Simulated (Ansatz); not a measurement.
**Geometry relaxation, with input and output: GaSb**

- system: GaSb (I-4m2, 2 atoms in the cell)
- method: DFT LDA, scalar-relativistic, plane waves, PAW, no spin polarisation (Ansatz 0.2.0)

The structure derives from a Materials Project entry. Figures and captions count atoms from 1; the log counts them from 0 in places.

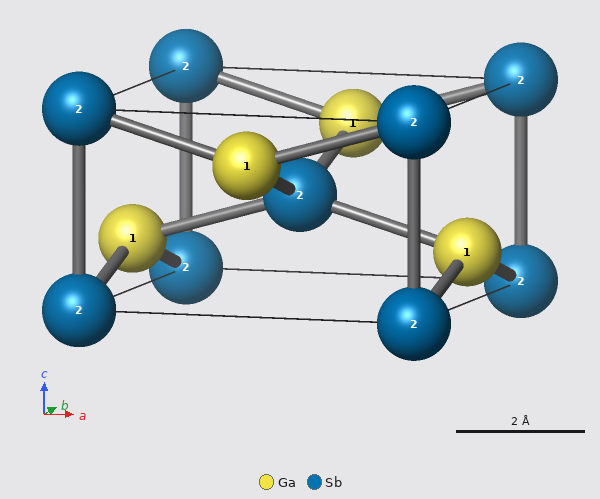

The starting structure (ball-and-stick view of the cell 2 times as large as that of the calculation, set on its symmetry axes, seen slightly off an axis; atoms are numbered from 1 in the order of the input).

## Results in brief

```csv
quantity,value
outcome,converged
space group (tolerance 0.01 Å),I-4m2 (119)
electrons treated,28
free energy,−10042.7546 eV
Fermi energy,10.798 eV
gap on the k-point mesh,none (metallic)
pressure,−0.01 GPa
final volume,44.53 Å³
largest force (length of the vector) at the end,under 0.001 eV/Å
final cell,"a = 4.104 Å, b = 4.104 Å, c = 4.104 Å, α = 98.08°, β = 98.08°, γ = 135.96°"
hardware,"1 thread of Arm Neoverse N1, 98 GiB of memory available, shared host"
wall time,4.8 min
peak memory,0.66 GiB
```

## Input
```yaml
crystal:
  lattice:
    - [-2.753434, 2.753434, 1.590707]
    - [2.753434, -2.753434, 1.590707]
    - [2.753434, 2.753434, -1.590707]
  atoms:
    - { symbol: Ga, position: [0.25, 0.75, 0.5] }
    - { symbol: Sb, position: [0.0, 0.0, 0.0] }
basis:
  ecutwfc: 420
kpoints:
  mp_grid: { grid: [16, 16, 16] }
hamiltonian:
  xc: lda
  pseudopotentials: { kind: paw }
scf:
  occupations: { method: gaussian, width: 0.1 }
output:
  forces: true
  stress: true
  eigenvalues: true
relax:
  adjacent_minimum: "off"
  f_tol: 0.005
  max_steps: 80
  cell: { stress_tol: 0.05 }
```

Command:
```bash
ansatz run input.yaml --threads 1 --pin off --max-ram 2048MiB --backend cpu --events-out ev --progress --plain --runs-dir out
```

## The program's output
```
Engine: ansatz 0.2.0, aarch64-unknown-linux-gnu
Pseudopotentials: kind: paw
Pseudopotential: Ga, paw, valence charge 13, recommended cutoff 420 eV (normal), Ga.paw.azcp
Pseudopotential: Sb, paw, valence charge 15, recommended cutoff 420 eV (normal), Sb.paw.azcp
Functional definition: SPW92
  exchange = slater_x
  correlation = pw_c
Crystal: 2 atoms, lattice volume = 48.239 Å³
Basis set: ecut = 420 eV, 941 PW (Γ)
Bands: 18, of which v1, the nominal top of the filled ones, is band 14 counted from 1 (13 counted from 0)
Symmetry: 8 space group operations
Space group: I-4m2 (ITA 119), of the structure as read, at distance tolerance 3.6e-5 Å
k-points: 349 of 4096 (time reversal used)
Non-local potential: Ga, projectors of the file, l = 0: 2, l = 1: 2, l = 2: 3, l = 3: 1
Non-local potential: Sb, projectors of the file, l = 0: 2, l = 1: 2, l = 2: 2, l = 3: 2
PAW form: soft (Blöchl's): semilocal exchange-correlation on the pseudo side does not see the compensation charge
PAW frozen core: Ga, regenerated for the run's functional, and the local potential with it (the file was generated under x = pbe(κ = 0.804, μ = 0.2195149727645171), c = pbe(β = 0.06672455060314922))
PAW frozen core: Sb, regenerated for the run's functional, and the local potential with it (the file was generated under x = pbe(κ = 0.804, μ = 0.2195149727645171), c = pbe(β = 0.06672455060314922))
PAW one-centre angular grid: Ga, 590 points (default); XC on 64 Gauss nodes
PAW one-centre angular grid: Sb, 590 points (default); XC on 64 Gauss nodes
Initial density: superposition of atomic densities (neutral atoms: chi_scale 0, normalization atom), corrected by the library's trained network
Initial wavefunctions: pseudopotential atomic-orbital guess
Functional: x = slater, c = lda
SCF iter   1: F=—  HF=-10042.705958 eV  |F-HF|=—  |Δ(HF+E_count)|=         —  Δρ=6.26e-3  dr2=8.05e-3  ethr=1.77e-3  ⟨swp⟩=5.4  Hψ=30750  notcnv=0
preconditioner: auto → Kerker (q_TF=auto, 2.492 Å⁻¹)  [metal: Δε(μ)=0.001 eV  Ē_g=14.365 eV  σ=0.100 eV  W_gap=0.00  n_scr=16 (ndim 8)  ℏωp=22.7 eV  f_vac=0.000  D(μ)=0.81/eV (n_scr^D=4)]
SCF iter   2: F=—  HF=-10042.702353 eV  |F-HF|=—  |Δ(HF+E_count)|=   3.60e-3  Δρ=3.43e-3  dr2=2.83e-3  ethr=2.88e-5  ⟨swp⟩=2.1  Hψ=11044  notcnv=0
SCF iter   3: F=—  HF=-10042.701586 eV  |F-HF|=—  |Δ(HF+E_count)|=   7.68e-4  Δρ=7.35e-4  dr2=1.87e-4  ethr=1.01e-5  ⟨swp⟩=2.4  Hψ=10840  notcnv=0
SCF iter   4: F=—  HF=-10042.701417 eV  |F-HF|=—  |Δ(HF+E_count)|=   1.69e-4  Δρ=3.39e-4  dr2=7.38e-5  ethr=6.69e-7  ⟨swp⟩=2.2  Hψ=9079  notcnv=0
SCF iter   5: F=—  HF=-10042.701392 eV  |F-HF|=—  |Δ(HF+E_count)|=   2.44e-5  Δρ=1.60e-4  dr2=7.36e-6  ethr=2.63e-7  ⟨swp⟩=2.0  Hψ=11123  notcnv=0
SCF iter   6: F=—  HF=-10042.701390 eV  |F-HF|=—  |Δ(HF+E_count)|=   2.83e-6  Δρ=3.93e-5  dr2=8.33e-7  ethr=2.63e-8  ⟨swp⟩=2.0  Hψ=10858  notcnv=0
SCF iter   7: F=-10042.701389 eV  HF=-10042.701389 eV  |F-HF|=6.06e-9  |Δ(HF+E_count)|=   3.02e-7  Δρ=8.23e-6  dr2=4.00e-8  ethr=3.57e-10  ⟨swp⟩=3.6  Hψ=27839  notcnv=0
SCF 1 converged in 7 iterations: F = -10042.701389 eV  dr2 = 4.00e-8
  greatest PAW one-centre occupation: 0.998 electrons in one spin orbital (limit 2), on the Sb atom at site 1 (counted from 0), in its partial waves of l = 2
relax step   1: F+E_penalty+E_count = -10042.70138920 eV  Δ(F+E_penalty+E_count) = +0.000e0 eV  max|allowed force component| = 2.949e-17 eV/Å  Δτ_max = 0.0000 Å  P = -4.244 GPa  Ω = 48.239 Å³  (7 SCF iters, dr2 threshold 1.00e-7 eV, accepted)
Crystal: 2 atoms, lattice volume = 42.997 Å³
Basis set: ecut = 420 eV, 821 PW (Γ)
Initial density: handed on by an earlier stage of this run
Initial wavefunctions: those handed on with the density
iter 1 solved again at ethr=2.19e-5 eV; its pass at ethr=3.10e-3 eV (dr2=6.12e-3 eV) is discarded
SCF iter   1: F=—  HF=-10042.745960 eV  |F-HF|=—  |Δ(HF+E_count)|=         —  Δρ=3.36e-3  dr2=6.27e-3  ethr=2.19e-5  ⟨swp⟩=2.3  Hψ=40037  notcnv=0
preconditioner: auto → Kerker (q_TF=auto, 2.540 Å⁻¹)  [metal: Δε(μ)=0.018 eV  Ē_g=21.399 eV  σ=0.100 eV  W_gap=0.10  n_scr=16 (ndim 8)  ℏωp=30.0 eV  f_vac=0.000  D(μ)=0.73/eV (n_scr^D=4)]
SCF iter   2: F=—  HF=-10042.744940 eV  |F-HF|=—  |Δ(HF+E_count)|=   1.02e-3  Δρ=2.17e-3  dr2=2.56e-3  ethr=2.19e-5  ⟨swp⟩=1.0  Hψ=6282  notcnv=0
SCF iter   3: F=—  HF=-10042.744430 eV  |F-HF|=—  |Δ(HF+E_count)|=   5.10e-4  Δρ=2.90e-4  dr2=4.18e-5  ethr=9.14e-6  ⟨swp⟩=2.0  Hψ=7085  notcnv=0
SCF iter   4: F=—  HF=-10042.744434 eV  |F-HF|=—  |Δ(HF+E_count)|=   3.64e-6  Δρ=1.75e-4  dr2=1.17e-5  ethr=1.49e-7  ⟨swp⟩=2.2  Hψ=9616  notcnv=0
SCF iter   5: F=—  HF=-10042.744427 eV  |F-HF|=—  |Δ(HF+E_count)|=   6.65e-6  Δρ=6.83e-5  dr2=2.27e-6  ethr=4.18e-8  ⟨swp⟩=2.0  Hψ=9340  notcnv=0
SCF iter   6: F=—  HF=-10042.744426 eV  |F-HF|=—  |Δ(HF+E_count)|=   8.27e-7  Δρ=2.29e-5  dr2=2.28e-7  ethr=8.10e-9  ⟨swp⟩=2.2  Hψ=8605  notcnv=0
SCF iter   7: F=-10042.744426 eV  HF=-10042.744426 eV  |F-HF|=2.80e-10  |Δ(HF+E_count)|=   6.31e-8  Δρ=2.54e-6  dr2=3.02e-9  ethr=7.14e-10  ⟨swp⟩=4.5  Hψ=21895  notcnv=0
SCF 2 converged in 7 iterations: F = -10042.744426 eV  dr2 = 3.02e-9
relax step   2: F+E_penalty+E_count = -10042.74442615 eV  Δ(F+E_penalty+E_count) = -4.304e-2 eV  max|allowed force component| = 8.847e-17 eV/Å  Δτ_max = 0.0000 Å  P = +2.457 GPa  Ω = 42.997 Å³  energy of the carried Pulay correction = +1.144e-3 eV  (7 SCF iters, dr2 threshold 2.00e-7 eV, accepted)
Crystal: 2 atoms, lattice volume = 44.779 Å³
Basis set: ecut = 420 eV, 869 PW (Γ)
iter 1 solved again at ethr=3.04e-6 eV; its pass at ethr=3.10e-3 eV (dr2=8.51e-4 eV) is discarded
SCF iter   1: F=—  HF=-10042.755245 eV  |F-HF|=—  |Δ(HF+E_count)|=         —  Δρ=1.25e-3  dr2=9.01e-4  ethr=3.04e-6  ⟨swp⟩=2.1  Hψ=40023  notcnv=0
preconditioner: auto → Kerker (q_TF=auto, 2.523 Å⁻¹)  [metal: Δε(μ)=0.007 eV  Ē_g=21.262 eV  σ=0.100 eV  W_gap=0.04  n_scr=16 (ndim 8)  ℏωp=29.4 eV  f_vac=0.000  D(μ)=0.78/eV (n_scr^D=4)]
SCF iter   2: F=—  HF=-10042.755106 eV  |F-HF|=—  |Δ(HF+E_count)|=   1.40e-4  Δρ=8.13e-4  dr2=3.75e-4  ethr=3.04e-6  ⟨swp⟩=1.0  Hψ=6282  notcnv=0
SCF iter   3: F=—  HF=-10042.755036 eV  |F-HF|=—  |Δ(HF+E_count)|=   6.94e-5  Δρ=1.09e-4  dr2=5.47e-6  ethr=1.34e-6  ⟨swp⟩=2.0  Hψ=7322  notcnv=0
SCF iter   4: F=—  HF=-10042.755036 eV  |F-HF|=—  |Δ(HF+E_count)|=   2.92e-7  Δρ=5.56e-5  dr2=1.38e-6  ethr=1.95e-8  ⟨swp⟩=2.3  Hψ=10752  notcnv=0
SCF iter   5: F=—  HF=-10042.755036 eV  |F-HF|=—  |Δ(HF+E_count)|=   5.89e-7  Δρ=2.58e-5  dr2=2.51e-7  ethr=4.93e-9  ⟨swp⟩=2.0  Hψ=9406  notcnv=0
SCF iter   6: F=-10042.755036 eV  HF=-10042.755036 eV  |F-HF|=1.71e-8  |Δ(HF+E_count)|=   1.79e-7  Δρ=8.85e-6  dr2=3.20e-8  ethr=7.14e-10  ⟨swp⟩=4.9  Hψ=25007  notcnv=0
SCF 3 converged in 6 iterations: F = -10042.755036 eV  dr2 = 3.20e-8
relax step   3: F+E_penalty+E_count = -10042.75503567 eV  Δ(F+E_penalty+E_count) = -1.061e-2 eV  max|allowed force component| = 8.500e-17 eV/Å  Δτ_max = 0.0000 Å  P = -0.350 GPa  Ω = 44.779 Å³  energy of the carried Pulay correction = +7.404e-4 eV  (6 SCF iters, dr2 threshold 2.00e-7 eV, accepted)
Crystal: 2 atoms, lattice volume = 44.533 Å³
Basis set: ecut = 420 eV, 861 PW (Γ)
iter 1 solved again at ethr=4.81e-8 eV; its pass at ethr=3.10e-3 eV (dr2=1.35e-5 eV) is discarded
SCF iter   1: F=—  HF=-10042.755402 eV  |F-HF|=—  |Δ(HF+E_count)|=         —  Δρ=1.66e-4  dr2=1.86e-5  ethr=4.81e-8  ⟨swp⟩=3.1  Hψ=39116  notcnv=0
preconditioner: auto → Kerker (q_TF=auto, 2.525 Å⁻¹)  [metal: Δε(μ)=0.009 eV  Ē_g=21.270 eV  σ=0.100 eV  W_gap=0.05  n_scr=16 (ndim 8)  ℏωp=29.4 eV  f_vac=0.000  D(μ)=0.77/eV (n_scr^D=4)]
SCF iter   2: F=—  HF=-10042.755399 eV  |F-HF|=—  |Δ(HF+E_count)|=   2.97e-6  Δρ=1.08e-4  dr2=7.70e-6  ethr=4.81e-8  ⟨swp⟩=1.0  Hψ=6282  notcnv=0
SCF iter   3: F=-10042.755397 eV  HF=-10042.755397 eV  |F-HF|=5.98e-8  |Δ(HF+E_count)|=   1.66e-6  Δρ=1.79e-5  dr2=1.45e-7  ethr=7.14e-10  ⟨swp⟩=4.8  Hψ=30871  notcnv=0
SCF 4 converged in 3 iterations: F = -10042.755397 eV  dr2 = 1.45e-7
relax step   4: F+E_penalty+E_count = -10042.75539737 eV  Δ(F+E_penalty+E_count) = -3.617e-4 eV  max|allowed force component| = 3.123e-17 eV/Å  Δτ_max = 0.0000 Å  P = -0.007 GPa  Ω = 44.533 Å³  energy of the carried Pulay correction = +7.950e-4 eV  (3 SCF iters, dr2 threshold 2.00e-7 eV, accepted)
Initial wavefunctions: pseudopotential atomic-orbital guess (no wavefunctions were taken with the density)
iter 1 solved again at ethr=1.84e-7 eV; its pass at ethr=3.10e-3 eV (dr2=5.14e-5 eV) is discarded
SCF iter   1: F=—  HF=-10042.754588 eV  |F-HF|=—  |Δ(HF+E_count)|=         —  Δρ=7.59e-5  dr2=5.57e-7  ethr=1.84e-7  ⟨swp⟩=2.5  Hψ=45324  notcnv=0
preconditioner: auto → Kerker (q_TF=auto, 2.525 Å⁻¹)  [metal: Δε(μ)=0.003 eV  Ē_g=21.272 eV  σ=0.100 eV  W_gap=0.01  n_scr=16 (ndim 8)  ℏωp=29.4 eV  f_vac=0.000  D(μ)=0.77/eV (n_scr^D=4)]
SCF iter   2: F=—  HF=-10042.754586 eV  |F-HF|=—  |Δ(HF+E_count)|=   1.75e-6  Δρ=6.12e-5  dr2=6.67e-7  ethr=1.99e-9  ⟨swp⟩=2.0  Hψ=9447  notcnv=0
SCF iter   3: F=—  HF=-10042.754586 eV  |F-HF|=—  |Δ(HF+E_count)|=  1.75e-10  Δρ=2.22e-5  dr2=9.67e-8  ethr=1.99e-9  ⟨swp⟩=2.0  Hψ=8078  notcnv=0
SCF iter   4: F=—  HF=-10042.754586 eV  |F-HF|=—  |Δ(HF+E_count)|=   6.23e-8  Δρ=3.52e-6  dr2=5.05e-9  ethr=3.45e-10  ⟨swp⟩=2.0  Hψ=8638  notcnv=0
SCF iter   5: F=—  HF=-10042.754586 eV  |F-HF|=—  |Δ(HF+E_count)|=   4.07e-9  Δρ=8.91e-7  dr2=4.09e-10  ethr=1.80e-11  ⟨swp⟩=2.0  Hψ=9408  notcnv=0
SCF iter   6: F=—  HF=-10042.754586 eV  |F-HF|=—  |Δ(HF+E_count)|=  5.64e-11  Δρ=2.05e-7  dr2=2.99e-11  ethr=1.46e-12  ⟨swp⟩=1.4  Hψ=6459  notcnv=0
SCF iter   7: F=-10042.754586 eV  HF=-10042.754586 eV  |F-HF|=3.64e-12  |Δ(HF+E_count)|=  3.64e-12  Δρ=2.56e-8  dr2=5.38e-13  ethr=1.00e-12  ⟨swp⟩=5.9  Hψ=26125  notcnv=0
SCF 5 converged in 7 iterations: F = -10042.754586 eV  dr2 = 5.38e-13
relax step   5: F+E_penalty+E_count = -10042.75458638 eV  Δ(F+E_penalty+E_count) = +8.110e-4 eV  max|allowed force component| = 3.123e-17 eV/Å  Δτ_max = 0.0000 Å  P = -0.007 GPa  Ω = 44.533 Å³  stress off target by 4.69e-2 GPa  SCF on the basis re-selected at this cell (its energy is not comparable with the rows above)  (7 SCF iters)
```

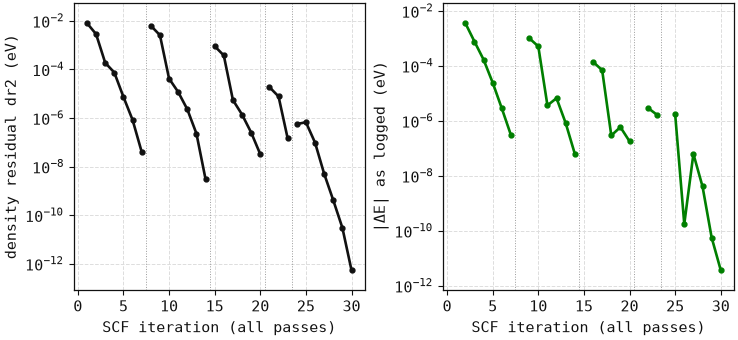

Convergence of the self-consistent field: density residual dr2 and size of the energy change against the SCF iteration. The dotted lines part the SCF passes of the relaxation: geometry steps, rejected trials and re-solves on a re-selected basis. The 5 passes take 3 to 7 iterations each, 30 in all.

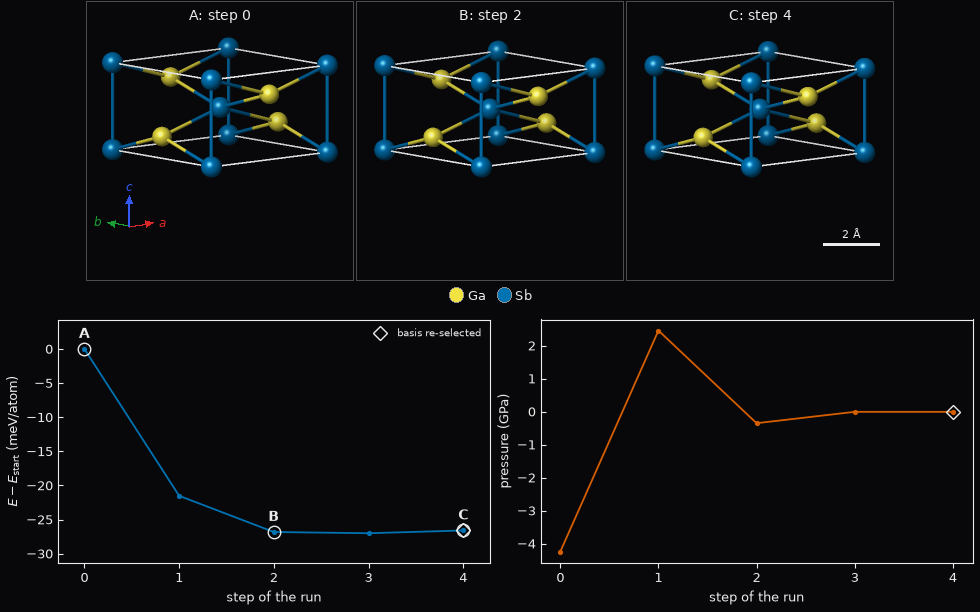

Frames of the relaxation (ball-and-stick view of the cell 2 times as large as that of the calculation, set on its symmetry axes, seen at an oblique angle) above the curves, on which the letters mark them (the first geometry is step 0 here and step 1 in the log).

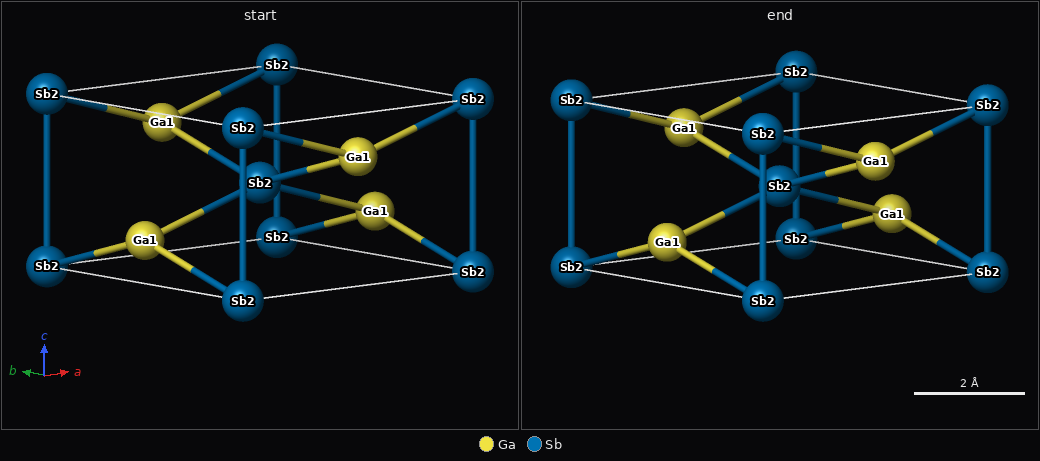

Before (left) and after (right) the relaxation, at one scale (ball-and-stick view of the cell 2 times as large as that of the calculation, set on its symmetry axes, seen at an oblique angle). Over 3 geometry steps the energy falls by 27.0 meV per atom. All forces vanish by symmetry, so only the cell relaxes. Pressure: −4.24 GPa at the start and −0.01 GPa at the end. No atom moves by more than 0.005 Å relative to the cell. Cell: a = b 5.507 → 5.380 Å (−2.3 %), c 3.181 → 3.077 Å (−3.3 %). Volume −7.7 %. Among the contacts that change: Sb2–Sb2 3.181 → 3.077 Å, Ga1–Sb2 2.866 → 2.798 Å. The space group stays I-4m2 (No. 119). A last SCF at the same geometry on a re-selected plane-wave basis shifts the energy by +0.4 meV per atom. (Atoms are counted from 1 in the order of the input.)

```
basis re-selected at this cell: Δ(F+E_penalty+E_count) = +8.110e-4 eV, ΔP = -0.000 GPa vs the last step (what re-selecting the basis moved, of the pressure what is left beyond the Pulay correction that the steps carried, after the strain that the cell walked since its last selection, with what the two solves' SCF thresholds leave and, on support functions, any second-order correction that the steps lacked; it is no measure of the basis error at this ecutwfc). This SCF's stress stands 4.69e-2 GPa from its target on what of the cell is left free (relax.cell.stress_tol is 5.00e-2 GPa) and its largest allowed force component is 3.12e-17 eV/Å (relax.f_tol is 5.00e-3 eV/Å): within both
SCF converged after 7 iterations
Free energy (F): -10042.754586 eV
Harris-Foulkes:  -10042.754586 eV  (|F-HF|=3.64e-12)
Internal energy: -10042.750732 eV  (E = F + TS)
E sigma→0 (E₀):  -10042.752659 eV
Entropy (-TS):   -0.003854 eV (-1.927 meV/atom)
Fermi energy:    10.797576 eV
--- Per-component energies (eV) ---
  E_band       = -177.233143
  E_kinetic    = 325.355792
  E_local      = -3253.595194  (includes V_loc(G=0)·N_el)
  E_nonlocal   = 791.212423
  E_hartree    = 1511.141386
  E_xc         = -207.948696
  E_vxc        = -157.424851  (∫ρ·V_xc dr)
  E_paw        = -6336.992511  (= ΣΔE_a)
  E_vpaw       = -905.063928  (= ΣTr[D̂ρ^β])
  E_aug_tail   = -0.000135  (compensation charges beyond the density's cutoff)
  E_ewald      = -2874.211101
  E_core_change = 2.287303  (= ΣΔE_core)
  E_smearing   = -0.003854  (= −TS)
  E_closure    = -0.000000  (closes the sum)
  Σ components = -10042.754586   (vs F -10042.754586, Δ=0.00e0)
--- Forces (eV/Å), atoms counted from 1 ---
  atom   1  Ga     0.00000000     0.00000000     0.00000000
  atom   2  Sb    -0.00000000     0.00000000     0.00000000
  max |Σ_I F_I| component: 4.86e-17 eV/Å
--- Stress (GPa, compression-positive) ---
        0.012875       0.000000       0.000000
        0.000000       0.012875       0.000000
        0.000000       0.000000      -0.046884
  P = ⅓ Tr σ = -0.0070 GPa (-0.070 kbar)
--- Band table (eV; the first three rows and the last of 349) ---
  k-point 0: bands = ["-18.2102", "-18.0713", "-18.0713", "-18.0709", "-18.0659", "-4.2938", "-4.1955", "-4.1916", "-4.1501", "-4.1501", "-1.7766", "7.8939", "8.7207", "8.7207", "14.1710", "16.3773", "18.2403", "18.2403"]
  k-point 1: bands = ["-18.2102", "-18.0713", "-18.0712", "-18.0710", "-18.0656", "-4.2932", "-4.1967", "-4.1911", "-4.1502", "-4.1496", "-1.7400", "7.2770", "8.7652", "9.2525", "14.3686", "16.2968", "17.8741", "18.0340"]
  k-point 2: bands = ["-18.2102", "-18.0714", "-18.0713", "-18.0708", "-18.0646", "-4.2914", "-4.2000", "-4.1897", "-4.1504", "-4.1482", "-1.6307", "6.3503", "8.8976", "9.9359", "14.9466", "16.0398", "17.2496", "17.5043"]
  k-point 348: bands = ["-18.2102", "-18.0801", "-18.0676", "-18.0676", "-18.0476", "-4.3106", "-4.2829", "-4.1529", "-4.1423", "-4.1423", "1.1664", "4.5911", "5.3978", "5.3978", "14.6173", "16.1074", "21.8229", "21.8229"]
--- Relaxed structure (4 steps of the walk, 4 accepted, 1 SCFs on fresh bases) ---
  F+E_penalty+E_count = -10042.75458638 eV   max|allowed force component| = 3.123e-17 eV/Å   (the final SCF, on the basis selected at the relaxed cell)
  cell:  # Å, volume = 44.5335 Å³
    - [-2.6900525762939584, 2.6900525762939584, 1.5385273091433256]
    - [2.6900525762939584, -2.6900525762939584, 1.5385273091433256]
    - [2.6900525762939584, 2.6900525762939584, -1.5385273091433256]
  atoms:
    - { symbol: Ga, position: [0.25000000000000006, 0.7499999999999999, 0.49999999999999994] }
    - { symbol: Sb, position: [5.691922185059999e-66, -1.3994758986572855e-33, -1.3994758986572855e-33] }
```

## Trajectory as extended XYZ (Å, eV, eV/Å), 5 frames, from step=1 to step=5
```
2
Lattice="-2.7534 2.7534 1.5907 2.7534 -2.7534 1.5907 2.7534 2.7534 -1.5907" Properties=species:S:1:pos:R:3:forces:R:3 step=1 energy=-10042.70139 pressure_GPa=-4.24
Ga    2.7534    0.0000    0.7954    0.0000   0.0000   0.0000
Sb    0.0000    0.0000    0.0000    0.0000   0.0000   0.0000
2
Lattice="-2.6607 2.6607 1.5184 2.6607 -2.6607 1.5184 2.6607 2.6607 -1.5184" Properties=species:S:1:pos:R:3:forces:R:3 step=2 energy=-10042.74443 pressure_GPa=2.46
Ga    2.6607    0.0000    0.7592    0.0000   0.0000   0.0000
Sb    0.0000    0.0000    0.0000    0.0000   0.0000   0.0000
2
Lattice="-2.6934 2.6934 1.5432 2.6934 -2.6934 1.5432 2.6934 2.6934 -1.5432" Properties=species:S:1:pos:R:3:forces:R:3 step=3 energy=-10042.75504 pressure_GPa=-0.35
Ga    2.6934    0.0000    0.7716    0.0000   0.0000   0.0000
Sb    0.0000    0.0000    0.0000    0.0000   0.0000   0.0000
2
Lattice="-2.6901 2.6901 1.5385 2.6901 -2.6901 1.5385 2.6901 2.6901 -1.5385" Properties=species:S:1:pos:R:3:forces:R:3 step=4 energy=-10042.75540 pressure_GPa=-0.01
Ga    2.6901    0.0000    0.7693    0.0000   0.0000   0.0000
Sb    0.0000    0.0000    0.0000    0.0000   0.0000   0.0000
2
Lattice="-2.6901 2.6901 1.5385 2.6901 -2.6901 1.5385 2.6901 2.6901 -1.5385" Properties=species:S:1:pos:R:3:forces:R:3 step=5 energy=-10042.75459 pressure_GPa=-0.01
Ga    2.6901    0.0000    0.7693    0.0000   0.0000   0.0000
Sb    0.0000    0.0000    0.0000    0.0000   0.0000   0.0000
```
